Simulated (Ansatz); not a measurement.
**Ta6H2C7: geometry relaxation (part 1 of 4)**

The run: geometry relaxation of Ta6H2C7 (slab, 30 atoms in the cell). Method and program: DFT PBE+D3(BJ), scalar-relativistic, plane waves, PAW, no spin polarisation (Ansatz 0.2.0).

The structure derives from an entry of the Crystallography Open Database. The input holds or restrains some coordinates. Forces given for the steps count only the free coordinates. It belongs to a series of runs on one base structure; here: 1 C2H4 a cell, tilted, over a top Ta site. Figures and captions count atoms from 1; the log counts them from 0 in places.

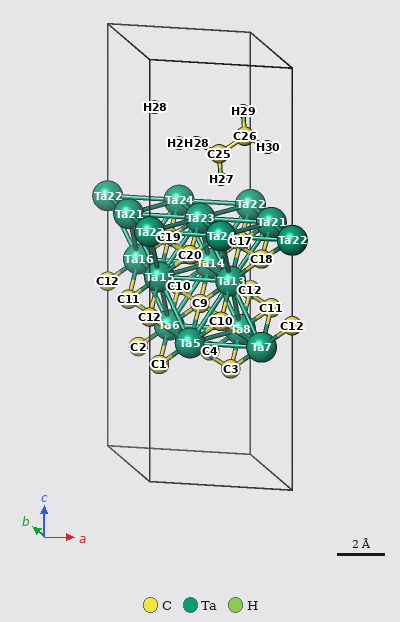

The starting structure (ball-and-stick view of the cell of the calculation, with the vacuum cut short, seen slightly off an axis; bonded neighbours outside the cell are drawn too; atoms are numbered from 1 in the order of the input). An atom can appear more than once, as a periodic image.

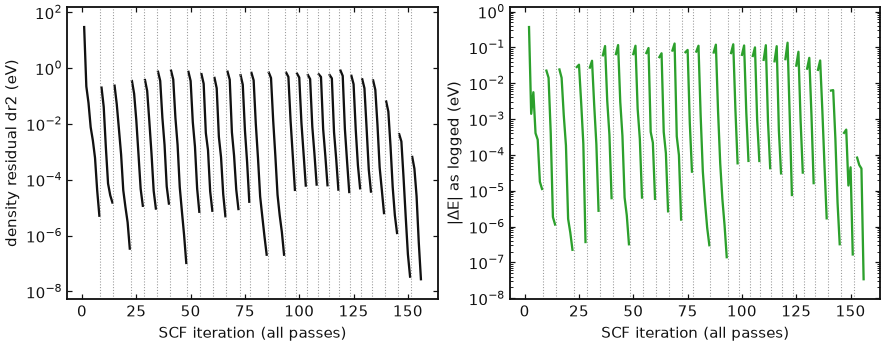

Convergence of the self-consistent field: density residual dr2 and size of the energy change against the SCF iteration. The dotted lines part the SCF passes of the relaxation: geometry steps, rejected trials and re-solves on a re-selected basis. The 26 passes take 5 to 8 iterations each, 156 in all.

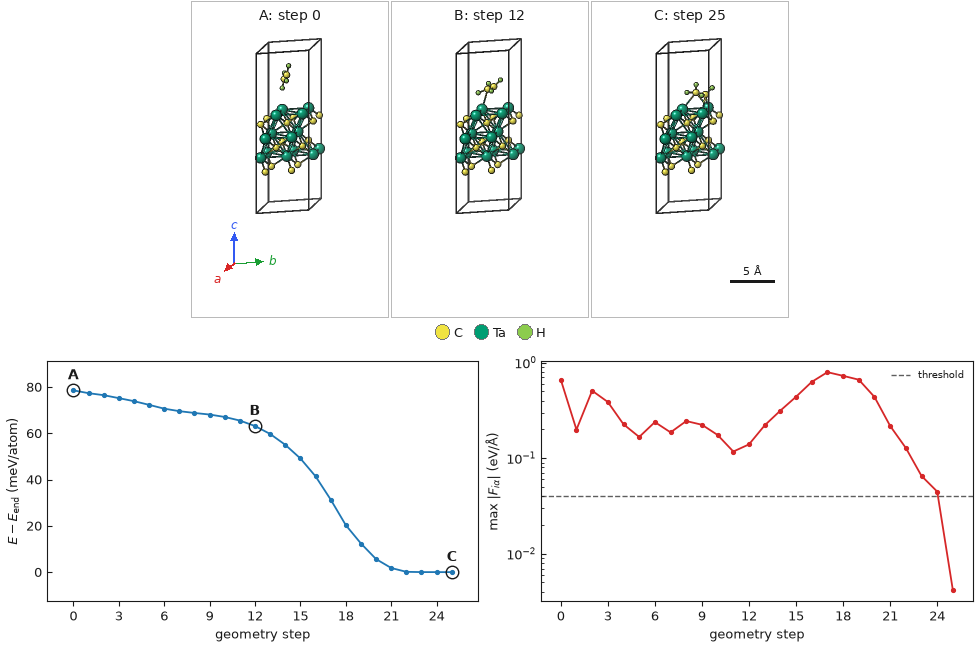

Frames of the restrained relaxation (ball-and-stick view of the cell of the calculation, with the vacuum cut short (origin shifted), seen slightly off an axis) above the curves, on which the letters mark them (the first geometry is step 0 here and step 1 in the log).

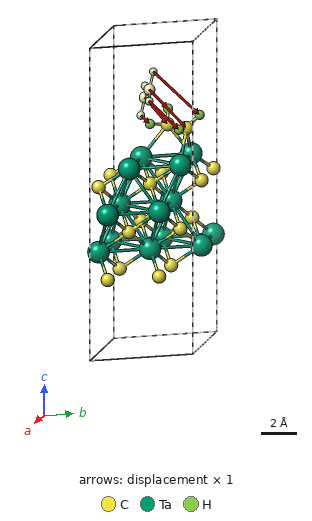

Start (faint) and end (solid) with the displacements as red arrows, at true length (ball-and-stick view of the cell of the calculation, with the vacuum cut short (origin shifted), seen slightly off an axis). Over 25 geometry steps the energy falls by 78.6 meV per atom. Largest force component: 0.66 eV/Å at the start, 0.0041 eV/Å at the end. H29 moves most: 3.84 Å. By element the largest moves are H 3.84 Å, C 3.26 Å, Ta 0.11 Å. The lattice vectors keep their values. Among the contacts that change: Ta23–C26 5.332 → 2.329 Å, Ta21–C26 4.785 → 2.473 Å, Ta23–C25 4.603 → 2.330 Å, Ta24–C25 3.585 → 2.473 Å. New bonds form: Ta21–C26 (4.78 → 2.47 Å), Ta23–C25 (4.60 → 2.33 Å), Ta23–C26 (5.33 → 2.33 Å), Ta24–C25 (3.59 → 2.47 Å). Among the angles that change: H27–C25–H28 119.5° → 104.7°, C26–C25–H27 120.2° → 110.9°, Ta21–C17–Ta23 93.8° → 89.5°. (Atoms are counted from 1 in the order of the input.)

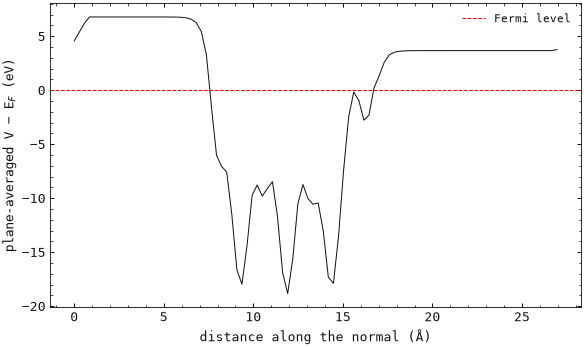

Plane average of the electrostatic potential energy of an electron across the cell, from the Fermi level. The vacuum level lies 3.67 eV above the Fermi level on the upper side and 6.79 eV on the lower.

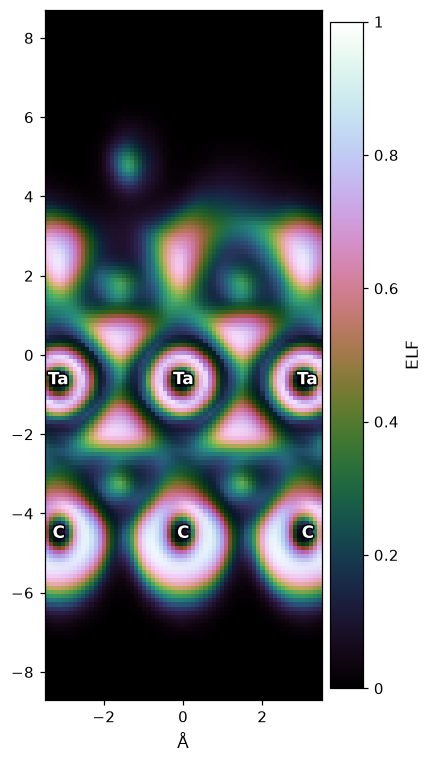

ELF on the (100) plane of the calculation cell, a cut from vacuum to vacuum. Atoms in the plane: C and Ta. The strong features right at Ta lie inside the PAW spheres (semicore, d or f shells) and say nothing about bonding. The fields are those of the smooth PAW valence density.

The input and output of the run follow.

Input file
```yaml
crystal:
  lattice:
    - [6.2855222138, 0.0, 0.0]
    - [-3.1427611069, 5.4434219132, 0.0]
    - [0.0, 0.0, 27.2392342461]
  atoms:
    - { symbol: C, position: [0.1666666667, 0.3333333333, 0.2936940124] }
    - { symbol: C, position: [0.1666666667, 0.8333333333, 0.2936940124] }
    - { symbol: C, position: [0.6666666667, 0.3333333333, 0.2936940124] }
    - { symbol: C, position: [0.6666666667, 0.8333333333, 0.2936940124] }
    - { symbol: Ta, position: [0.3333333333, 0.1666666667, 0.3407961753] }
    - { symbol: Ta, position: [0.3333333333, 0.6666666667, 0.3407961753] }
    - { symbol: Ta, position: [0.8333333333, 0.1666666667, 0.3407961753] }
    - { symbol: Ta, position: [0.8333333333, 0.6666666667, 0.3407961753] }
    - { symbol: C, position: [0.5, 0.5, 0.3878983382] }
    - { symbol: C, position: [0.5, 0.0, 0.3878983382] }
    - { symbol: C, position: [0.0, 0.5, 0.3878983382] }
    - { symbol: C, position: [0.0, 0.0, 0.3878983382] }
    - { symbol: Ta, position: [0.6666666667, 0.3333333333, 0.43623763] }
    - { symbol: Ta, position: [0.6666666667, 0.8333333333, 0.43623763] }
    - { symbol: Ta, position: [0.1666666667, 0.3333333333, 0.43623763] }
    - { symbol: Ta, position: [0.1666666667, 0.8333333333, 0.43623763] }
    - { symbol: C, position: [0.8333333333, 0.6666666667, 0.4843848581] }
    - { symbol: C, position: [0.8333333333, 0.1666666667, 0.4843848581] }
    - { symbol: C, position: [0.3333333333, 0.6666666667, 0.4843848581] }
    - { symbol: C, position: [0.3333333333, 0.1666666667, 0.4843848581] }
    - { symbol: Ta, position: [0.0, 0.5, 0.5268467006] }
    - { symbol: Ta, position: [0.0, 0.0, 0.5268467006] }
    - { symbol: Ta, position: [0.5, 0.5, 0.5268467006] }
    - { symbol: Ta, position: [0.5, 0.0, 0.5268467006] }
    - { symbol: C, position: [0.4989880536, 0.0384924007, 0.6581683071] }
    - { symbol: C, position: [0.7054504795, 0.1308408525, 0.6842299795] }
    - { symbol: H, position: [0.5, 0.0, 0.6193603145] }
    - { symbol: H, position: [0.3284364804, 0.0011599289, 0.6755733485] }
    - { symbol: H, position: [0.7044385331, 0.1693332532, 0.723037972] }
    - { symbol: H, position: [0.8760275956, 0.1681819846, 0.6668249381] }
basis:
  ecutwfc: 420
kpoints:
  mp_grid: { grid: [4, 4, 1] }
hamiltonian:
  xc: pbe
  dispersion: d3bj
scf:
  occupations: { method: gaussian, width: 0.1 }
output:
  forces: true
  eigenvalues: true
  write_density: true
  write_potential: true
  elf: true
  volumetric_format: npy
relax:
  adjacent_minimum: "off"
  f_tol: 0.04
  max_steps: 100
  constraints: [{ sites: [0, 1, 2, 3, 4, 5, 6, 7, 8, 9, 10, 11] }]
efield:
  axis: 3
  dipole_correction: true
  ramp_width: 0.04
```

Launched with:
```bash
ansatz run input.yaml --threads 4 --pin off --max-ram 10240MiB --backend cpu --events-out ev --progress --plain --runs-dir out
```

What the program printed
```
Engine: ansatz 0.2.0, aarch64-unknown-linux-gnu
Pseudopotentials: kind: paw
Pseudopotential: C, paw, valence charge 4, recommended cutoff 420 eV (normal), C.paw.azcp
Pseudopotential: Ta, paw, valence charge 13, recommended cutoff 420 eV (normal), Ta.paw.azcp
Pseudopotential: H, paw, valence charge 1, recommended cutoff 420 eV (normal), H.paw.azcp
Functional definition: PBE
  parameter kappa = 0.804
  parameter beta = 0.06672455060314922
  exchange = pbe_x(kappa = kappa, mu = beta*pi^2/3)
  correlation = pbe_c(beta = beta)
Crystal: 30 atoms, lattice volume = 931.984 Å³
Basis set: ecut = 420 eV, 18247 PW (Γ), exchange–correlation on 90×90×384 points (8 copies of the dense FFT grid, shifted against one another)
Bands: 138, of which v1, the nominal top of the filled ones, is band 108 counted from 1 (107 counted from 0)
Symmetry: 1 space group operations
Space group: P1 (ITA 1), of the structure as read, at distance tolerance 9.8e-5 Å
k-points: 10 of 16 (time reversal used)
Non-local potential: C, projectors of the file, l = 0: 2, l = 1: 2, l = 2: 1
Non-local potential: Ta, projectors of the file, l = 0: 3, l = 1: 2, l = 2: 2, l = 3: 1
Non-local potential: H, projectors of the file, l = 0: 2, l = 1: 1
PAW form: soft (Blöchl's): semilocal exchange-correlation on the pseudo side does not see the compensation charge
PAW one-centre angular grid: C, 110 points (default); XC on 64 Gauss nodes
PAW one-centre angular grid: Ta, 590 points (default); XC on 64 Gauss nodes
PAW one-centre angular grid: H, 110 points (default); XC on 64 Gauss nodes
Initial density: superposition of atomic densities (neutral atoms: chi_scale 0, normalization atom), corrected by the library's trained network
Initial wavefunctions: pseudopotential atomic-orbital guess
Functional: x = pbe(κ = 0.804, μ = 0.2195149727645171), c = pbe(β = 0.06672455060314922)
SCF iter   1: F=—  HF=-122766.499340 eV  |F-HF|=—  |Δ(HF+E_count)|=         —  Δρ=1.14e-2  dr2=2.95e1  ethr=1.77e-3  p=0.211 e·Å  D=4.10e-2 V/Å  ΔV_dip=-1.12 eV  dr2_dipole=1.23e1  V_vac-E_F(+/−)=5.24/6.36 eV  ⟨swp⟩=7.7  Hψ=7043  notcnv=0  defer=17
efield: sawtooth ramp at fractional position 0.9884 (placed from the atoms, in the widest stretch of the axis that holds none; the zero of the levels goes with the place), width 0.0400; the density the first Hamiltonian is built on has a dipole p = 0.211 e·Å; the dipole correction subtracts the counter field D = 4.10e-2 V/Å, which shifts the + side's vacuum level by -1.12 eV against the − side's; the planar-averaged density in the ramp window peaks in size at 2.3e-5 e/Å³
preconditioner: auto → LDOS  [metal: Δε(μ)=0.069 eV  Ē_g=7.654 eV  σ=0.100 eV  W_gap=0.37  n_scr=150 (ndim 8)  ℏωp=13.3 eV  f_vac=0.582  D(μ)=22.93/eV (n_scr^D=138)  β→1.0]
SCF iter   2: F=—  HF=-122766.130214 eV  |F-HF|=—  |Δ(HF+E_count)|=   3.69e-1  Δρ=3.00e-3  dr2=2.21e-1  ethr=1.77e-3  p=0.499 e·Å  D=9.69e-2 V/Å  ΔV_dip=-2.64 eV  dr2_dipole=5.28e-2  V_vac-E_F(+/−)=4.05/6.69 eV  ⟨swp⟩=2.0  Hψ=1611  notcnv=0  defer=55
SCF iter   3: F=—  HF=-122766.128817 eV  |F-HF|=—  |Δ(HF+E_count)|=   1.40e-3  Δρ=1.46e-3  dr2=5.65e-2  ethr=1.02e-4  p=0.476 e·Å  D=9.25e-2 V/Å  ΔV_dip=-2.52 eV  dr2_dipole=1.25e-2  V_vac-E_F(+/−)=4.26/6.78 eV  ⟨swp⟩=2.4  Hψ=1836  notcnv=0  defer=142
SCF iter   4: F=—  HF=-122766.123205 eV  |F-HF|=—  |Δ(HF+E_count)|=   5.61e-3  Δρ=5.42e-4  dr2=7.62e-3  ethr=2.62e-5  p=0.503 e·Å  D=9.77e-2 V/Å  ΔV_dip=-2.66 eV  dr2_dipole=8.43e-4  V_vac-E_F(+/−)=4.12/6.78 eV  ⟨swp⟩=2.3  Hψ=1788  notcnv=0  defer=142
SCF iter   5: F=—  HF=-122766.122803 eV  |F-HF|=—  |Δ(HF+E_count)|=   4.03e-4  Δρ=3.35e-4  dr2=2.56e-3  ethr=3.53e-6  p=0.506 e·Å  D=9.82e-2 V/Å  ΔV_dip=-2.68 eV  dr2_dipole=1.49e-5  V_vac-E_F(+/−)=4.12/6.80 eV  ⟨swp⟩=3.0  Hψ=2402  notcnv=0  defer=88
SCF iter   6: F=—  HF=-122766.122537 eV  |F-HF|=—  |Δ(HF+E_count)|=   2.66e-4  Δρ=1.46e-4  dr2=6.09e-4  ethr=1.19e-6  p=0.507 e·Å  D=9.85e-2 V/Å  ΔV_dip=-2.68 eV  dr2_dipole=7.69e-7  V_vac-E_F(+/−)=4.12/6.81 eV  ⟨swp⟩=2.3  Hψ=1949  notcnv=0  defer=86
SCF iter   7: F=—  HF=-122766.122519 eV  |F-HF|=—  |Δ(HF+E_count)|=   1.78e-5  Δρ=4.05e-5  dr2=4.10e-5  ethr=2.82e-7  p=0.510 e·Å  D=9.90e-2 V/Å  ΔV_dip=-2.70 eV  dr2_dipole=6.09e-6  V_vac-E_F(+/−)=4.11/6.81 eV  ⟨swp⟩=2.1  Hψ=1787  notcnv=0  defer=86
SCF iter   8: F=-122766.122530 eV  HF=-122766.122531 eV  |F-HF|=1.03e-6  |Δ(HF+E_count)|=   1.12e-5  Δρ=1.81e-5  dr2=5.15e-6  ethr=1.85e-8  p=0.510 e·Å  D=9.90e-2 V/Å  ΔV_dip=-2.70 eV  dr2_dipole=3.99e-8  V_vac-E_F(+/−)=4.12/6.81 eV  ⟨swp⟩=28.5  Hψ=15924  notcnv=0
SCF 1 converged in 8 iterations: F = -122766.122530 eV  dr2 = 5.15e-6
  greatest PAW one-centre occupation: 0.999 electrons in one spin orbital (limit 2), on the Ta atom at site 7 (counted from 0), in its partial waves of l = 0
relax step   1: F+E_penalty+E_count = -122766.12252969 eV  Δ(F+E_penalty+E_count) = +0.000e0 eV  max|allowed force component| = 6.619e-1 eV/Å  Δτ_max = 0.0000 Å  (8 SCF iters, dr2 threshold 4.00e-5 eV, accepted)
Initial density: handed on by an earlier stage of this run
Initial wavefunctions: those handed on with the density
iter 1 solved again at ethr=8.80e-5 eV; its pass at ethr=3.10e-3 eV (dr2=1.90e-1 eV) is discarded
SCF iter   1: F=—  HF=-122766.196283 eV  |F-HF|=—  |Δ(HF+E_count)|=         —  Δρ=6.74e-3  dr2=2.00e-1  ethr=8.80e-5  p=0.510 e·Å  D=9.90e-2 V/Å  ΔV_dip=-2.70 eV  dr2_dipole=4.02e-3  V_vac-E_F(+/−)=4.11/6.81 eV  ⟨swp⟩=2.0  Hψ=4860  notcnv=0  defer=49
efield: sawtooth ramp at fractional position 0.9884 (handed on by an earlier solve), width 0.0400; the density the first Hamiltonian is built on has a dipole p = 0.510 e·Å; the dipole correction subtracts the counter field D = 9.90e-2 V/Å, which shifts the + side's vacuum level by -2.70 eV against the − side's; the planar-averaged density in the ramp window peaks in size at 5.3e-6 e/Å³
preconditioner: auto → LDOS  [metal: Δε(μ)=0.052 eV  Ē_g=7.646 eV  σ=0.100 eV  W_gap=0.28  n_scr=150 (ndim 8)  ℏωp=13.3 eV  f_vac=0.582  D(μ)=23.87/eV (n_scr^D=150)  β→1.0]
SCF iter   2: F=—  HF=-122766.173766 eV  |F-HF|=—  |Δ(HF+E_count)|=   2.25e-2  Δρ=1.69e-3  dr2=4.10e-2  ethr=8.80e-5  p=0.544 e·Å  D=1.06e-1 V/Å  ΔV_dip=-2.88 eV  dr2_dipole=2.48e-4  V_vac-E_F(+/−)=3.94/6.81 eV  ⟨swp⟩=3.0  Hψ=2271  notcnv=0  defer=49
SCF iter   3: F=—  HF=-122766.159609 eV  |F-HF|=—  |Δ(HF+E_count)|=   1.42e-2  Δρ=3.51e-4  dr2=1.39e-3  ethr=1.90e-5  p=0.513 e·Å  D=9.96e-2 V/Å  ΔV_dip=-2.71 eV  dr2_dipole=1.85e-4  V_vac-E_F(+/−)=4.10/6.81 eV  ⟨swp⟩=3.0  Hψ=2586  notcnv=0  defer=54
SCF iter   4: F=—  HF=-122766.159210 eV  |F-HF|=—  |Δ(HF+E_count)|=   3.99e-4  Δρ=6.13e-5  dr2=7.31e-5  ethr=6.42e-7  p=0.520 e·Å  D=1.01e-1 V/Å  ΔV_dip=-2.75 eV  dr2_dipole=2.71e-6  V_vac-E_F(+/−)=4.06/6.81 eV  ⟨swp⟩=3.0  Hψ=2164  notcnv=0  defer=55
SCF iter   5: F=—  HF=-122766.159208 eV  |F-HF|=—  |Δ(HF+E_count)|=   1.85e-6  Δρ=3.01e-5  dr2=2.79e-5  ethr=1.27e-8  p=0.520 e·Å  D=1.01e-1 V/Å  ΔV_dip=-2.75 eV  dr2_dipole=2.98e-7  V_vac-E_F(+/−)=4.06/6.81 eV  ⟨swp⟩=27.0  Hψ=17360  notcnv=0
SCF iter   6: F=-122766.159196 eV  HF=-122766.159209 eV  |F-HF|=1.31e-5  |Δ(HF+E_count)|=   1.14e-6  Δρ=2.24e-5  dr2=1.53e-5  ethr=1.27e-8  p=0.521 e·Å  D=1.01e-1 V/Å  ΔV_dip=-2.76 eV  dr2_dipole=1.58e-6  V_vac-E_F(+/−)=4.05/6.81 eV  ⟨swp⟩=17.2  Hψ=13012  notcnv=0
SCF 2 converged in 6 iterations: F = -122766.159196 eV  dr2 = 1.53e-5
  greatest PAW one-centre occupation: 0.999 electrons in one spin orbital (limit 2), on the Ta atom at site 5 (counted from 0), in its partial waves of l = 0
relax step   2: F+E_penalty+E_count = -122766.15919635 eV  Δ(F+E_penalty+E_count) = -3.667e-2 eV  max|allowed force component| = 1.988e-1 eV/Å  Δτ_max = 0.1944 Å  (6 SCF iters, dr2 threshold 2.74e-5 eV, accepted)
[... from here on the SCF iterations and repeated set-up lines of each step are left out, up to the last step ...]
SCF 3 converged in 8 iterations: F = -122766.185000 eV  dr2 = 3.42e-7
relax step   3: F+E_penalty+E_count = -122766.18499967 eV  Δ(F+E_penalty+E_count) = -2.580e-2 eV  max|allowed force component| = 5.073e-1 eV/Å  Δτ_max = 0.1959 Å  (8 SCF iters, dr2 threshold 2.47e-6 eV, accepted)
SCF 4 converged in 6 iterations: F = -122766.223373 eV  dr2 = 1.17e-5
relax step   4: F+E_penalty+E_count = -122766.22337280 eV  Δ(F+E_penalty+E_count) = -3.837e-2 eV  max|allowed force component| = 3.867e-1 eV/Å  Δτ_max = 0.1959 Å  (6 SCF iters, dr2 threshold 2.32e-5 eV, accepted)
SCF 5 converged in 6 iterations: F = -122766.262708 eV  dr2 = 9.31e-6
relax step   5: F+E_penalty+E_count = -122766.26270785 eV  Δ(F+E_penalty+E_count) = -3.934e-2 eV  max|allowed force component| = 2.259e-1 eV/Å  Δτ_max = 0.1940 Å  (6 SCF iters, dr2 threshold 8.69e-5 eV, accepted)
SCF 6 converged in 6 iterations: F = -122766.310454 eV  dr2 = 1.40e-5
relax step   6: F+E_penalty+E_count = -122766.31045409 eV  Δ(F+E_penalty+E_count) = -4.775e-2 eV  max|allowed force component| = 1.666e-1 eV/Å  Δτ_max = 0.1979 Å  (6 SCF iters, dr2 threshold 1.74e-5 eV, accepted)
SCF 7 converged in 8 iterations: F = -122766.360027 eV  dr2 = 1.05e-7
relax step   7: F+E_penalty+E_count = -122766.36002703 eV  Δ(F+E_penalty+E_count) = -4.957e-2 eV  max|allowed force component| = 2.383e-1 eV/Å  Δτ_max = 0.1942 Å  (8 SCF iters, dr2 threshold 9.46e-6 eV, accepted)
SCF 8 converged in 6 iterations: F = -122766.392316 eV  dr2 = 7.14e-6
relax step   8: F+E_penalty+E_count = -122766.39231644 eV  Δ(F+E_penalty+E_count) = -3.229e-2 eV  max|allowed force component| = 1.860e-1 eV/Å  Δτ_max = 0.1956 Å  (6 SCF iters, dr2 threshold 3.09e-5 eV, accepted)
SCF 9 converged in 6 iterations: F = -122766.415781 eV  dr2 = 7.76e-6
relax step   9: F+E_penalty+E_count = -122766.41578134 eV  Δ(F+E_penalty+E_count) = -2.346e-2 eV  max|allowed force component| = 2.443e-1 eV/Å  Δτ_max = 0.1979 Å  (6 SCF iters, dr2 threshold 2.11e-5 eV, accepted)
SCF 10 converged in 6 iterations: F = -122766.436074 eV  dr2 = 4.94e-6
relax step  10: F+E_penalty+E_count = -122766.43607386 eV  Δ(F+E_penalty+E_count) = -2.029e-2 eV  max|allowed force component| = 2.233e-1 eV/Å  Δτ_max = 0.1984 Å  (6 SCF iters, dr2 threshold 3.63e-5 eV, accepted)
SCF 11 converged in 6 iterations: F = -122766.467615 eV  dr2 = 8.93e-6
```
